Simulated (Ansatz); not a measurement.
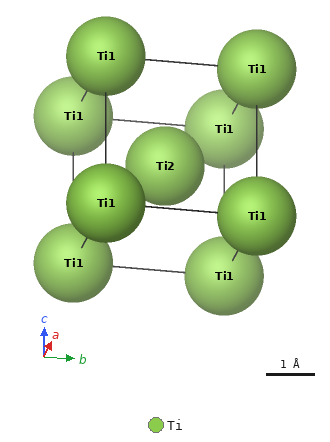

Fig. 1: The starting structure (spheres-only view of the cell of the calculation, seen at an oblique angle; atoms are numbered from 1 in the order of the input). An atom can appear more than once, as a periodic image.

Geometry relaxation, with input and output: Ti (part 1 of 2)

The run: geometry relaxation of Ti (I4/mmm, 2 atoms in the cell). Method and program: DFT r2SCAN, scalar-relativistic, plane waves, PAW, no spin polarisation (Ansatz 0.2.0).

The structure derives from an entry of the Crystallography Open Database. It belongs to a series of runs on one base structure; here: uniaxial strain along c, a, b and atoms relaxed: +3.0 %. Figures and captions count atoms from 1; the log counts them from 0 in places.

What the program printed:
```
Engine: ansatz 0.2.0, x86_64-unknown-linux-gnu
Pseudopotentials: kind: paw
Pseudopotential: Ti, paw, valence charge 12, recommended cutoff 500 eV (meta_gga), Ti.paw.azcp
Functional definition: r2SCAN
  parameter k0 = 0.174
  parameter k1 = 0.065
  parameter a1 = 4.9479
  exchange = r2scan_x(k0 = k0, k1 = k1, a1 = a1)
  correlation = r2scan_c
Crystal: 2 atoms, lattice volume = 34.887 Å³
Basis set: ecut = 500 eV, 889 PW (Γ), exchange–correlation on 96×96×100 points (64 copies of the dense FFT grid, shifted against one another)
Bands: 16, of which v1, the nominal top of the filled ones, is band 12 counted from 1 (11 counted from 0)
Symmetry: 32 space group operations
Space group: I4/mmm (ITA 139), of the structure as read, at distance tolerance 3.3e-5 Å
k-points: 405 of 4096
Non-local potential: Ti, projectors of the file, l = 0: 3, l = 1: 2, l = 2: 3, l = 3: 1
PAW form: soft (Blöchl's): semilocal exchange-correlation on the pseudo side does not see the compensation charge
PAW frozen core: Ti, regenerated for the run's functional (the file was generated under x = pbe(κ = 0.804, μ = 0.2195149727645171), c = pbe(β = 0.06672455060314922))
PAW one-centre angular grid: Ti, 590 points (default); XC on 160 Gauss nodes
Initial density: superposition of atomic densities (neutral atoms: chi_scale 0, normalization atom), corrected by the library's trained network
Initial wavefunctions: pseudopotential atomic-orbital guess
Functional: x = r2scan, c = r2scan; τ floored in thin density (d = 2e-4 eV/Å³)
SCF iter   1: F=—  HF=-5008.438795 eV  |F-HF|=—  |Δ(HF+E_count)|=         —  Δρ=1.47e-2  dr2=6.62e-2  dr2_τ=1.32e-2  ethr=1.77e-3  ⟨swp⟩=3.4  Hψ=27902  notcnv=0
preconditioner: auto → none  [metal: Δε(μ)=0.001 eV  Ē_g=3.163 eV  σ=0.100 eV  W_gap=0.00  n_scr=6 (ndim 8)  ℏωp=17.8 eV  f_vac=0.000  D(μ)=4.44/eV (n_scr^D=80)  sad-step TF]
SCF iter   2: F=—  HF=-5008.478186 eV  |F-HF|=—  |Δ(HF+E_count)|=   3.94e-2  Δρ=4.77e-3  dr2=6.93e-3  dr2_τ=6.50e-4  ethr=2.76e-4  ⟨swp⟩=2.3  Hψ=14695  notcnv=0  defer=75
SCF iter   3: F=—  HF=-5008.478562 eV  |F-HF|=—  |Δ(HF+E_count)|=   3.76e-4  Δρ=1.37e-3  dr2=2.69e-4  dr2_τ=8.86e-5  ethr=2.89e-5  ⟨swp⟩=3.0  Hψ=12013  notcnv=0  defer=75
SCF iter   4: F=—  HF=-5008.478990 eV  |F-HF|=—  |Δ(HF+E_count)|=   4.27e-4  Δρ=4.49e-4  dr2=3.41e-5  dr2_τ=3.35e-6  ethr=1.12e-6  ⟨swp⟩=2.0  Hψ=10442  notcnv=0  defer=75
SCF iter   5: F=—  HF=-5008.479035 eV  |F-HF|=—  |Δ(HF+E_count)|=   4.59e-5  Δρ=4.69e-5  dr2=4.90e-7  dr2_τ=1.57e-8  ethr=1.42e-7  ⟨swp⟩=2.5  Hψ=11154  notcnv=0  defer=75
SCF iter   6: F=-5008.479036 eV  HF=-5008.479036 eV  |F-HF|=7.52e-9  |Δ(HF+E_count)|=   2.35e-7  Δρ=9.49e-6  dr2=2.61e-8  dr2_τ=5.10e-10  ethr=4.17e-10  ⟨swp⟩=8.4  Hψ=39831  notcnv=0
SCF 1 converged in 6 iterations: F = -5008.479036 eV  dr2 = 2.61e-8
  greatest PAW one-centre occupation: 1.000 electrons in one spin orbital (limit 2), on the Ti atom at site 1 (counted from 0), in its partial waves of l = 1
relax step   1: F+E_penalty+E_count = -5008.47903569 eV  Δ(F+E_penalty+E_count) = +0.000e0 eV  max|allowed force component| = 4.201e-29 eV/Å  Δτ_max = 0.0000 Å  P = -1.491 GPa  Ω = 34.887 Å³  fix = [c, alpha, beta, gamma]  reactions: c -0.626 GPa  (6 SCF iters, dr2 threshold 1.00e-7 eV, accepted)
Crystal: 2 atoms, lattice volume = 33.829 Å³
Basis set: ecut = 500 eV, 865 PW (Γ), exchange–correlation on 96×96×100 points (64 copies of the dense FFT grid, shifted against one another)
Initial density: handed on by an earlier stage of this run
Initial wavefunctions: those handed on with the density
iter 1 solved again at ethr=8.97e-7 eV; its pass at ethr=3.10e-3 eV (dr2=2.15e-4 eV) is discarded
SCF iter   1: F=—  HF=-5008.446091 eV  |F-HF|=—  |Δ(HF+E_count)|=         —  Δρ=1.15e-3  dr2=2.11e-4  dr2_τ=1.67e-2  ethr=8.97e-7  ⟨swp⟩=1.9  Hψ=43870  notcnv=0
preconditioner: auto → none  [metal: Δε(μ)=0.005 eV  Ē_g=3.167 eV  σ=0.100 eV  W_gap=0.03  n_scr=6 (ndim 8)  ℏωp=18.1 eV  f_vac=0.000  D(μ)=4.34/eV (n_scr^D=80)]
SCF iter   2: F=—  HF=-5008.481223 eV  |F-HF|=—  |Δ(HF+E_count)|=   3.51e-2  Δρ=9.01e-4  dr2=1.16e-4  dr2_τ=1.15e-5  ethr=8.81e-7  ⟨swp⟩=2.7  Hψ=12029  notcnv=0
SCF iter   3: F=—  HF=-5008.481317 eV  |F-HF|=—  |Δ(HF+E_count)|=   9.42e-5  Δρ=5.04e-4  dr2=3.52e-5  dr2_τ=1.75e-6  ethr=4.85e-7  ⟨swp⟩=2.4  Hψ=10535  notcnv=0
SCF iter   4: F=—  HF=-5008.481366 eV  |F-HF|=—  |Δ(HF+E_count)|=   4.88e-5  Δρ=1.07e-4  dr2=3.66e-6  dr2_τ=2.83e-7  ethr=1.47e-7  ⟨swp⟩=2.0  Hψ=10600  notcnv=0
SCF iter   5: F=—  HF=-5008.481366 eV  |F-HF|=—  |Δ(HF+E_count)|=   7.56e-7  Δρ=3.55e-5  dr2=2.39e-7  dr2_τ=1.06e-8  ethr=1.53e-8  ⟨swp⟩=2.8  Hψ=11168  notcnv=0
SCF iter   6: F=-5008.481366 eV  HF=-5008.481366 eV  |F-HF|=9.47e-9  |Δ(HF+E_count)|=   4.52e-8  Δρ=8.78e-6  dr2=1.72e-8  dr2_τ=9.55e-10  ethr=8.33e-10  ⟨swp⟩=7.2  Hψ=37272  notcnv=0
SCF 2 converged in 6 iterations: F = -5008.481366 eV  dr2 = 1.72e-8
relax step   2: F+E_penalty+E_count = -5008.48136639 eV  Δ(F+E_penalty+E_count) = -2.331e-3 eV  max|allowed force component| = 1.972e-31 eV/Å  Δτ_max = 0.0000 Å  P = +2.023 GPa  Ω = 33.829 Å³  energy of the carried Pulay correction = +5.765e-4 eV  fix = [c, alpha, beta, gamma]  reactions: c +3.111 GPa  (6 SCF iters, dr2 threshold 2.00e-7 eV, accepted)
Crystal: 2 atoms, lattice volume = 34.283 Å³
Basis set: ecut = 500 eV, 873 PW (Γ), exchange–correlation on 96×96×100 points (64 copies of the dense FFT grid, shifted against one another)
iter 1 solved again at ethr=2.02e-7 eV; its pass at ethr=3.10e-3 eV (dr2=4.86e-5 eV) is discarded
SCF iter   1: F=—  HF=-5008.477081 eV  |F-HF|=—  |Δ(HF+E_count)|=         —  Δρ=5.32e-4  dr2=5.55e-5  dr2_τ=3.20e-3  ethr=2.02e-7  ⟨swp⟩=2.1  Hψ=42716  notcnv=0
preconditioner: auto → none  [metal: Δε(μ)=0.007 eV  Ē_g=3.118 eV  σ=0.100 eV  W_gap=0.04  n_scr=6 (ndim 8)  ℏωp=17.9 eV  f_vac=0.000  D(μ)=4.41/eV (n_scr^D=80)]
SCF iter   2: F=—  HF=-5008.483104 eV  |F-HF|=—  |Δ(HF+E_count)|=   6.02e-3  Δρ=4.32e-4  dr2=3.07e-5  dr2_τ=2.49e-6  ethr=2.02e-7  ⟨swp⟩=2.4  Hψ=11749  notcnv=0
SCF iter   3: F=—  HF=-5008.483113 eV  |F-HF|=—  |Δ(HF+E_count)|=   8.91e-6  Δρ=2.48e-4  dr2=8.96e-6  dr2_τ=3.87e-7  ethr=1.28e-7  ⟨swp⟩=2.6  Hψ=9619  notcnv=0
SCF iter   4: F=—  HF=-5008.483125 eV  |F-HF|=—  |Δ(HF+E_count)|=   1.16e-5  Δρ=4.84e-5  dr2=3.97e-7  dr2_τ=8.48e-8  ethr=3.73e-8  ⟨swp⟩=2.3  Hψ=10731  notcnv=0
SCF iter   5: F=—  HF=-5008.483125 eV  |F-HF|=—  |Δ(HF+E_count)|=   3.29e-7  Δρ=3.72e-5  dr2=2.80e-7  dr2_τ=1.04e-8  ethr=8.33e-10  ⟨swp⟩=7.7  Hψ=39367  notcnv=0
SCF iter   6: F=-5008.483125 eV  HF=-5008.483125 eV  |F-HF|=1.03e-9  |Δ(HF+E_count)|=   5.92e-8  Δρ=3.49e-6  dr2=2.52e-9  dr2_τ=1.62e-10  ethr=8.33e-10  ⟨swp⟩=7.2  Hψ=36974  notcnv=0
SCF 3 converged in 6 iterations: F = -5008.483125 eV  dr2 = 2.52e-9
relax step   3: F+E_penalty+E_count = -5008.48312506 eV  Δ(F+E_penalty+E_count) = -1.759e-3 eV  max|allowed force component| = 1.282e-30 eV/Å  Δτ_max = 0.0000 Å  P = +0.457 GPa  Ω = 34.283 Å³  energy of the carried Pulay correction = +3.255e-4 eV  fix = [c, alpha, beta, gamma]  reactions: c +1.459 GPa  (6 SCF iters, dr2 threshold 2.00e-7 eV, accepted)
Crystal: 2 atoms, lattice volume = 34.270 Å³
iter 1 solved again at ethr=9.10e-11 eV; its pass at ethr=3.10e-3 eV (dr2=2.18e-8 eV) is discarded
SCF iter   1: F=—  HF=-5008.483129 eV  |F-HF|=—  |Δ(HF+E_count)|=         —  Δρ=1.40e-5  dr2=4.16e-8  dr2_τ=2.70e-6  ethr=9.10e-11  ⟨swp⟩=3.3  Hψ=43759  notcnv=0
preconditioner: auto → none  [metal: Δε(μ)=0.003 eV  Ē_g=3.124 eV  σ=0.100 eV  W_gap=0.02  n_scr=6 (ndim 8)  ℏωp=17.9 eV  f_vac=0.000  D(μ)=4.41/eV (n_scr^D=80)]
SCF iter   2: F=—  HF=-5008.483134 eV  |F-HF|=—  |Δ(HF+E_count)|=   5.40e-6  Δρ=1.31e-5  dr2=2.80e-8  dr2_τ=2.05e-9  ethr=9.10e-11  ⟨swp⟩=3.1  Hψ=13116  notcnv=0
SCF iter   3: F=—  HF=-5008.483134 eV  |F-HF|=—  |Δ(HF+E_count)|=   1.18e-8  Δρ=7.31e-6  dr2=8.38e-9  dr2_τ=4.43e-10  ethr=9.10e-11  ⟨swp⟩=2.7  Hψ=10224  notcnv=0
SCF iter   4: F=-5008.483134 eV  HF=-5008.483134 eV  |F-HF|=4.97e-10  |Δ(HF+E_count)|=   9.59e-9  Δρ=2.69e-6  dr2=1.75e-9  dr2_τ=1.06e-10  ethr=2.03e-11  ⟨swp⟩=5.9  Hψ=29348  notcnv=0
SCF 4 converged in 4 iterations: F = -5008.483134 eV  dr2 = 1.75e-9
relax step   4: F+E_penalty+E_count = -5008.48313422 eV  Δ(F+E_penalty+E_count) = -9.157e-6 eV  max|allowed force component| = 6.779e-31 eV/Å  Δτ_max = 0.0000 Å  P = +0.501 GPa  Ω = 34.270 Å³  energy of the carried Pulay correction = +3.328e-4 eV  fix = [c, alpha, beta, gamma]  reactions: c +1.506 GPa  (4 SCF iters, dr2 threshold 4.88e-9 eV, accepted)
Initial wavefunctions: pseudopotential atomic-orbital guess (no wavefunctions were taken with the density)
iter 1 solved again at ethr=5.66e-10 eV; its pass at ethr=3.10e-3 eV (dr2=1.36e-7 eV) is discarded
SCF iter   1: F=—  HF=-5008.482819 eV  |F-HF|=—  |Δ(HF+E_count)|=         —  Δρ=4.60e-5  dr2=7.47e-8  dr2_τ=9.27e-7  ethr=5.66e-10  ⟨swp⟩=3.0  Hψ=44806  notcnv=0
SCF iter   2: F=—  HF=-5008.482819 eV  |F-HF|=—  |Δ(HF+E_count)|=   2.47e-7  Δρ=2.35e-5  dr2=3.00e-8  dr2_τ=3.75e-8  ethr=3.11e-10  ⟨swp⟩=2.1  Hψ=10328  notcnv=0
SCF iter   3: F=—  HF=-5008.482819 eV  |F-HF|=—  |Δ(HF+E_count)|=   5.83e-8  Δρ=9.58e-6  dr2=2.98e-8  dr2_τ=1.36e-9  ethr=1.25e-10  ⟨swp⟩=2.0  Hψ=10610  notcnv=0
SCF iter   4: F=—  HF=-5008.482819 eV  |F-HF|=—  |Δ(HF+E_count)|=   8.62e-9  Δρ=1.47e-6  dr2=7.84e-10  dr2_τ=2.37e-11  ethr=1.24e-10  ⟨swp⟩=3.0  Hψ=11867  notcnv=0
SCF iter   5: F=—  HF=-5008.482819 eV  |F-HF|=—  |Δ(HF+E_count)|=  3.55e-11  Δρ=6.12e-7  dr2=1.04e-10  dr2_τ=9.72e-12  ethr=3.27e-12  ⟨swp⟩=2.2  Hψ=8399  notcnv=0
SCF iter   6: F=-5008.482819 eV  HF=-5008.482819 eV  |F-HF|=2.73e-12  |Δ(HF+E_count)|=  3.37e-11  Δρ=2.57e-8  dr2=1.68e-13  dr2_τ=1.82e-14  ethr=1.00e-12  ⟨swp⟩=3.0  Hψ=27603  notcnv=0
SCF 5 converged in 6 iterations: F = -5008.482819 eV  dr2 = 1.68e-13
relax step   5: F+E_penalty+E_count = -5008.48281894 eV  Δ(F+E_penalty+E_count) = +3.153e-4 eV  max|allowed force component| = 4.980e-30 eV/Å  Δτ_max = 0.0000 Å  P = +0.492 GPa  Ω = 34.270 Å³  fix = [c, alpha, beta, gamma]  reactions: c +1.498 GPa  stress off target by 1.14e-2 GPa on what of the cell is left free  SCF on the basis re-selected at this cell (its energy is not comparable with the rows above)  (6 SCF iters)
```

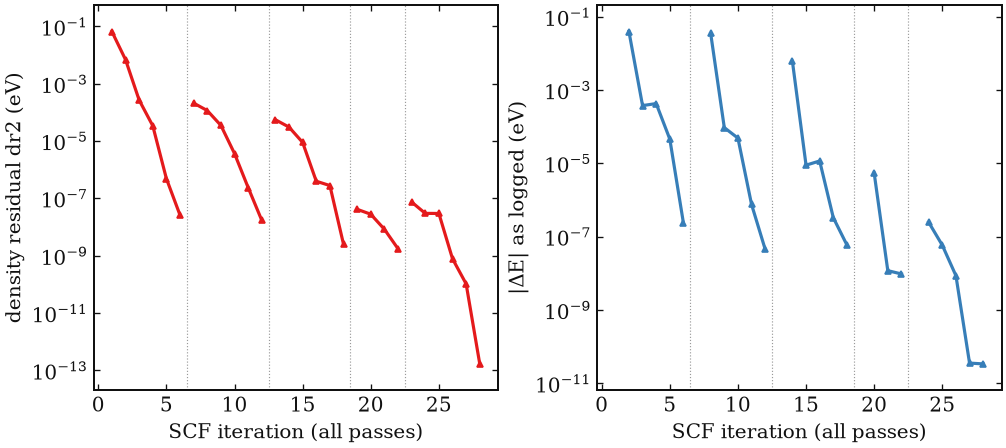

Fig. 2: Convergence of the self-consistent field: density residual dr2 and size of the energy change against the SCF iteration. The dotted lines part the SCF passes of the relaxation: geometry steps, rejected trials and re-solves on a re-selected basis. The 5 passes take 4 to 6 iterations each, 28 in all.

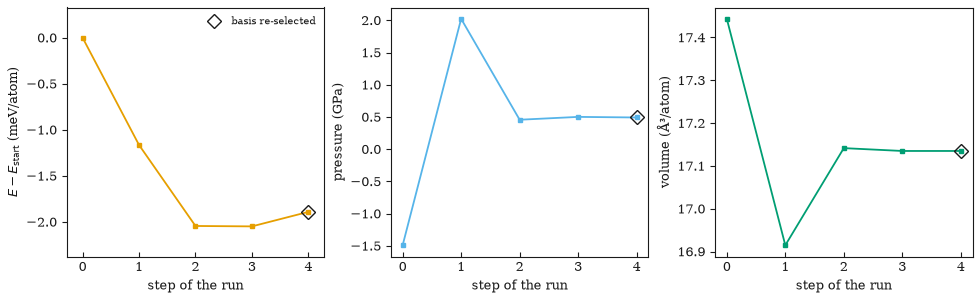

Fig. 3: Progress of the relaxation, step by step (the first geometry is step 0 here and step 1 in the log).
